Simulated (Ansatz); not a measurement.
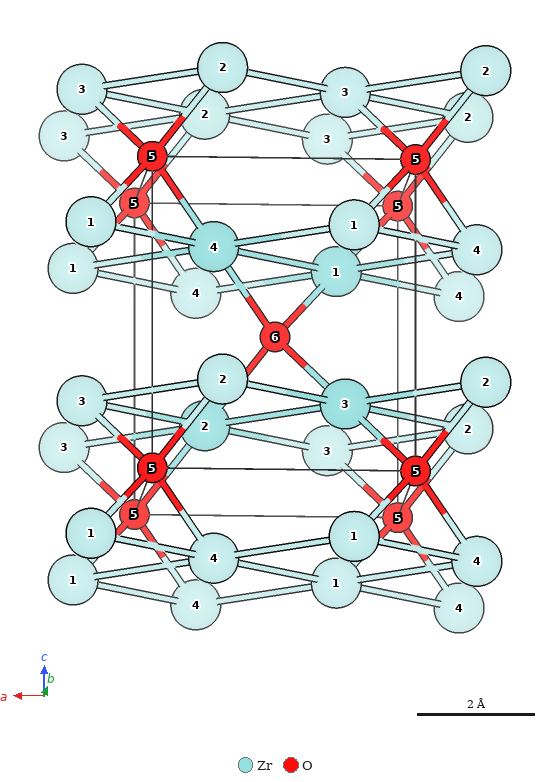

Fig. 1: The input geometry (ball-and-stick view of the cell of the calculation, seen at an oblique angle; neighbours outside the cell are drawn fainter; atoms are numbered from 1 in the order of the input). An atom can appear more than once, as a periodic image. Near neighbours in the periodic cell (some may lie outside the picture): Zr has 2 O at 2.09 Å and 4 Zr at 3.19 Å; O has 4 Zr at 2.09 Å.

**Run report: Zr2O, single-point calculation**

System: Zr2O (P4₂/nnm, 6 atoms in the cell).
Method: DFT PBEsol, scalar-relativistic, plane waves, PAW, no spin polarisation (Ansatz 0.2.0).

The structure derives from a Materials Project entry. It belongs to a series of runs on one base structure; here: ratio of the length along z to the lengths across it x 1.2, volume and fractional coordinates fixed. Figures and captions count atoms from 1; the log counts them from 0 in places.

### Input
```yaml
crystal:
  lattice:
    - [4.5172441274, 0.0, 0.0]
    - [0.0, 4.5172441274, 0.0]
    - [0.0, 0.0, 5.4206929529]
  atoms:
    - { symbol: Zr, position: [0.25, 0.25, 0.75] }
    - { symbol: Zr, position: [0.75, 0.25, 0.25] }
    - { symbol: Zr, position: [0.25, 0.75, 0.25] }
    - { symbol: Zr, position: [0.75, 0.75, 0.75] }
    - { symbol: O, position: [0.0, 0.0, 0.0] }
    - { symbol: O, position: [0.5, 0.5, 0.5] }
basis:
  ecutwfc: 420
kpoints:
  mp_grid: { grid: [12, 12, 12] }
hamiltonian:
  xc: pbesol
scf:
  occupations: { method: gaussian, width: 0.15 }
output:
  forces: true
  stress: true
  eigenvalues: true
  write_density: true
  write_potential: true
  elf: true
  volumetric_format: npy
```

Machine: 1 thread of Intel Xeon @ 2.70GHz, 189 GiB of memory available, shared host.

Launch command:
```bash
ansatz run input.yaml --threads 1 --pin off --max-ram 2560MiB --backend cpu --events-out ev --progress --plain --runs-dir out
```

### What the program printed
```
Engine: ansatz 0.2.0, x86_64-unknown-linux-gnu
Pseudopotentials: kind: paw
Pseudopotential: Zr, paw, valence charge 12, recommended cutoff 420 eV (normal), Zr.paw.azcp
Pseudopotential: O, paw, valence charge 6, recommended cutoff 420 eV (normal), O.paw.azcp
Functional definition: PBEsol
  exchange = pbesol_x
  correlation = pbesol_c
Crystal: 6 atoms, lattice volume = 110.612 Å³
Basis set: ecut = 420 eV, 2147 PW (Γ), exchange–correlation on 64×64×80 points (8 copies of the dense FFT grid, shifted against one another)
Bands: 36, of which v1, the nominal top of the filled ones, is band 30 counted from 1 (29 counted from 0)
Symmetry: 16 space group operations
Space group: P42/nnm (ITA 134), of the structure as read, at distance tolerance 4.8e-5 Å
k-points: 196 of 1728
Non-local potential: Zr, projectors of the file, l = 0: 3, l = 1: 2, l = 2: 2, l = 3: 2
Non-local potential: O, projectors of the file, l = 0: 2, l = 1: 2, l = 2: 1
PAW form: soft (Blöchl's): semilocal exchange-correlation on the pseudo side does not see the compensation charge
PAW frozen core: Zr, regenerated for the run's functional, and the local potential with it (the file was generated under x = pbe(κ = 0.804, μ = 0.2195149727645171), c = pbe(β = 0.06672455060314922))
PAW frozen core: O, regenerated for the run's functional, and the local potential with it (the file was generated under x = pbe(κ = 0.804, μ = 0.2195149727645171), c = pbe(β = 0.06672455060314922))
PAW one-centre angular grid: Zr, 590 points (default); XC on 64 Gauss nodes
PAW one-centre angular grid: O, 110 points (default); XC on 64 Gauss nodes
Initial density: superposition of atomic densities (neutral atoms: chi_scale 0, normalization atom), corrected by the library's trained network
Initial wavefunctions: pseudopotential atomic-orbital guess
Functional: x = pbesol(κ = 0.804, μ = 0.12345679012345678), c = pbesol(β = 0.046)
SCF iter   1: F=—  HF=-17640.476166 eV  |F-HF|=—  |Δ(HF+E_count)|=         —  Δρ=8.12e-3  dr2=5.71e-2  ethr=1.77e-3  ⟨swp⟩=4.3  Hψ=27056  notcnv=0
preconditioner: auto → Kerker (q_TF=auto, 2.464 Å⁻¹)  [metal: Δε(μ)=0.006 eV  Ē_g=4.948 eV  σ=0.150 eV  W_gap=0.02  n_scr=28 (ndim 8)  ℏωp=17.3 eV  f_vac=0.000  D(μ)=6.64/eV (n_scr^D=64)]
SCF iter   2: F=—  HF=-17640.467106 eV  |F-HF|=—  |Δ(HF+E_count)|=   9.06e-3  Δρ=4.17e-3  dr2=1.81e-2  ethr=9.51e-5  ⟨swp⟩=2.0  Hψ=9169  notcnv=0
SCF iter   3: F=—  HF=-17640.464583 eV  |F-HF|=—  |Δ(HF+E_count)|=   2.52e-3  Δρ=2.17e-3  dr2=4.05e-3  ethr=3.02e-5  ⟨swp⟩=2.2  Hψ=10025  notcnv=0
SCF iter   4: F=—  HF=-17640.463820 eV  |F-HF|=—  |Δ(HF+E_count)|=   7.63e-4  Δρ=3.81e-4  dr2=1.02e-4  ethr=6.75e-6  ⟨swp⟩=2.0  Hψ=9336  notcnv=0
SCF iter   5: F=—  HF=-17640.463820 eV  |F-HF|=—  |Δ(HF+E_count)|=   7.49e-7  Δρ=5.16e-5  dr2=2.59e-6  ethr=1.71e-7  ⟨swp⟩=2.4  Hψ=12891  notcnv=0
SCF iter   6: F=—  HF=-17640.463745 eV  |F-HF|=—  |Δ(HF+E_count)|=   7.53e-5  Δρ=9.82e-6  dr2=8.21e-8  ethr=1.67e-10  ⟨swp⟩=8.2  Hψ=49629  notcnv=0
SCF iter   7: F=-17640.463745 eV  HF=-17640.463745 eV  |F-HF|=1.49e-10  |Δ(HF+E_count)|=   3.26e-9  Δρ=1.84e-6  dr2=3.40e-9  ethr=1.37e-10  ⟨swp⟩=5.0  Hψ=43489  notcnv=0
SCF 1 converged in 7 iterations: F = -17640.463745 eV  dr2 = 3.40e-9
  greatest PAW one-centre occupation: 0.997 electrons in one spin orbital (limit 2), on the Zr atom at site 3 (counted from 0), in its partial waves of l = 0
```

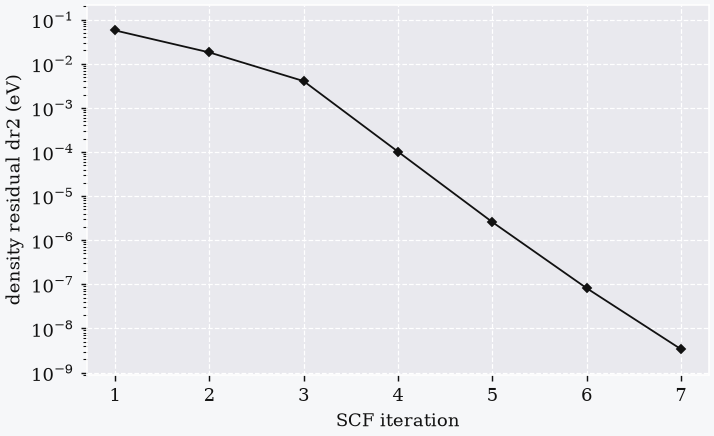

Fig. 2: Convergence of the self-consistent field: density residual dr2 against the SCF iteration. The residual falls at every step.

```
SCF converged after 7 iterations
Free energy (F): -17640.463745 eV
Harris-Foulkes:  -17640.463745 eV  (|F-HF|=1.49e-10)
Internal energy: -17640.387037 eV  (E = F + TS)
E sigma→0 (E₀):  -17640.425391 eV
Entropy (-TS):   -0.076708 eV (-12.785 meV/atom)
Fermi energy:    12.899716 eV
--- Per-component energies (eV) ---
  E_band       = -437.501299
  E_kinetic    = 1684.929851
  E_local      = -3493.610962  (includes V_loc(G=0)·N_el)
  E_nonlocal   = 421.721850
  E_hartree    = 1147.346770
  E_xc         = -787.073919
  E_vxc        = -947.830788  (∫ρ·V_xc dr)
  E_paw        = -11905.020783  (= ΣΔE_a)
  E_vpaw       = -397.408856  (= ΣTr[D̂ρ^β])
  E_aug_tail   = 0.005051  (compensation charges beyond the density's cutoff)
  E_ewald      = -4709.418352
  E_core_change = 0.733458  (= ΣΔE_core)
  E_smearing   = -0.076708  (= −TS)
  E_closure    = 0.000000  (closes the sum)
  Σ components = -17640.463745   (vs F -17640.463745, Δ=0.00e0)
--- Forces (eV/Å), atoms counted from 1 ---
  atom   1  Zr     0.00000000    -0.00000000     0.00000000
  atom   2  Zr     0.00000000     0.00000000     0.00000000
  atom   3  Zr     0.00000000     0.00000000     0.00000000
  atom   4  Zr     0.00000000    -0.00000000     0.00000000
  atom   5  O      0.00000000     0.00000000    -0.00000000
  atom   6  O      0.00000000     0.00000000     0.00000000
  max |Σ_I F_I| component: 8.20e-29 eV/Å
--- Stress (GPa, compression-positive) ---
        3.339290       0.000000       0.000000
        0.000000       3.339290       0.000000
        0.000000       0.000000     -10.730032
  P = ⅓ Tr σ = -1.3505 GPa (-13.505 kbar)
--- Band table (eV; the first three rows and the last of 196) ---
  k-point 0: bands = ["-36.1365", "-36.0662", "-35.9948", "-35.9948", "-15.4701", "-14.5149", "-14.3808", "-14.3078", "-14.2650", "-14.2650", "-14.1974", "-13.9208", "-13.8891", "-13.8891", "-13.7991", "-13.7991", "-7.7137", "-5.4948", "5.0969", "5.5511", "5.5511", "8.0215", "8.0215", "8.0704", "8.3761", "10.7525", "10.9630", "11.1168", "11.4419", "11.4419", "13.9013", "14.0663", "14.1539", "15.6193", "15.8214", "15.8214"]
  k-point 1: bands = ["-36.1353", "-36.0674", "-35.9948", "-35.9948", "-15.4557", "-14.5326", "-14.3778", "-14.3024", "-14.2646", "-14.2646", "-14.2006", "-13.9304", "-13.8879", "-13.8879", "-13.8009", "-13.8009", "-7.6748", "-5.5339", "5.1421", "5.5796", "5.5796", "7.9663", "7.9663", "7.9868", "8.4431", "10.7448", "11.0037", "11.1595", "11.4963", "11.4963", "13.8749", "13.9594", "14.0742", "15.2052", "15.8170", "15.8170"]
  k-point 2: bands = ["-36.1318", "-36.0710", "-35.9948", "-35.9948", "-15.4131", "-14.5844", "-14.3688", "-14.2866", "-14.2636", "-14.2636", "-14.2099", "-13.9570", "-13.8844", "-13.8844", "-13.8060", "-13.8060", "-7.5616", "-5.6475", "5.2748", "5.6634", "5.6634", "7.7866", "7.8134", "7.8134", "8.6018", "10.7115", "11.1253", "11.2818", "11.6475", "11.6475", "13.6610", "13.7987", "13.8943", "14.5836", "15.7681", "15.7681"]
  k-point 195: bands = ["-36.0605", "-36.0452", "-36.0420", "-36.0420", "-15.5024", "-14.5999", "-14.4963", "-14.4963", "-14.1640", "-14.1640", "-14.1535", "-13.9797", "-13.8266", "-13.8266", "-13.7901", "-13.7856", "-7.6905", "-5.4964", "5.3265", "5.6887", "5.6887", "7.7021", "7.7021", "7.8549", "10.3104", "10.7637", "10.7637", "12.4108", "13.1583", "13.1583", "13.9602", "14.1688", "14.3539", "14.7520", "14.7520", "14.9632"]
```

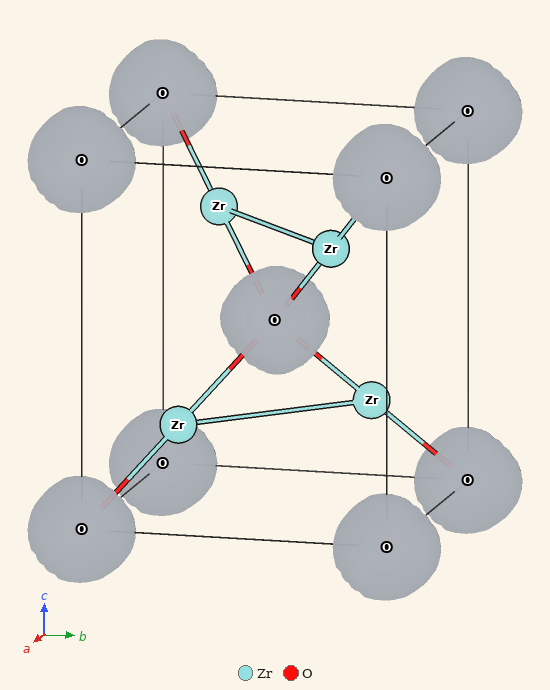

Fig. 3: Isosurface of the ELF at 0.75 (grey), seen slightly off an axis. Only the valence region is drawn (cores and ρ < 0.01 e/Å³ removed). Sticks mark near contacts. The outline is the cell set on symmetry axes. Profiles from the grid: Zr–O (2.09 Å): the ELF peaks at about 0.80 in the valence shell of O, 0.6 Å from its nucleus, and drops to about 0.20 between the two atoms; a polar contact without a shared pair, in a metal. Zr–Zr (3.19 Å): the ELF is about 0.15 at the midpoint (no shared electron pair). In a PAW calculation such maps are meaningful between the atoms, not at the nuclei.

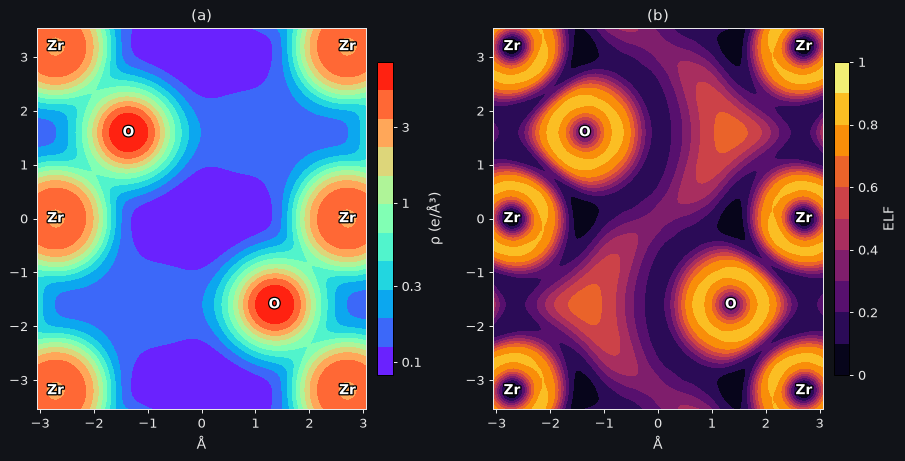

Fig. 4: (a) valence pseudo-density; (b) ELF on the (110) plane of the conventional cell. Atoms in the plane: Zr and O. Zr–O (2.09 Å): ρ is about 0.68 e/Å³ halfway; the ELF peaks at about 0.80 in the valence shell of O, 0.6 Å from its nucleus, and drops to about 0.20 between the two atoms; no shared pair; the contact is polar. Zr–Zr (3.19 Å): the density is about 0.18 e/Å³ at the midpoint; the ELF is about 0.15 at the midpoint (no shared electron pair). Away from the nuclei the density in this plane falls to 0.08 e/Å³ at its lowest. The strong features right at Zr lie inside the PAW spheres (semicore, d or f shells) and say nothing about bonding.

### Results in brief

```json
{"quantity": "outcome", "value": "converged"}
{"quantity": "space group (tolerance 0.01 Å)", "value": "P4₂/nnm (134)"}
{"quantity": "electrons treated", "value": "60"}
{"quantity": "free energy", "value": "−17640.4637 eV"}
{"quantity": "Fermi energy", "value": "12.900 eV"}
{"quantity": "gap on the k-point mesh", "value": "none (metallic)"}
{"quantity": "pressure", "value": "−1.35 GPa"}
{"quantity": "largest force (length of the vector)", "value": "under 0.001 eV/Å"}
{"quantity": "wall time", "value": "57 s"}
{"quantity": "peak memory", "value": "0.77 GiB"}
```
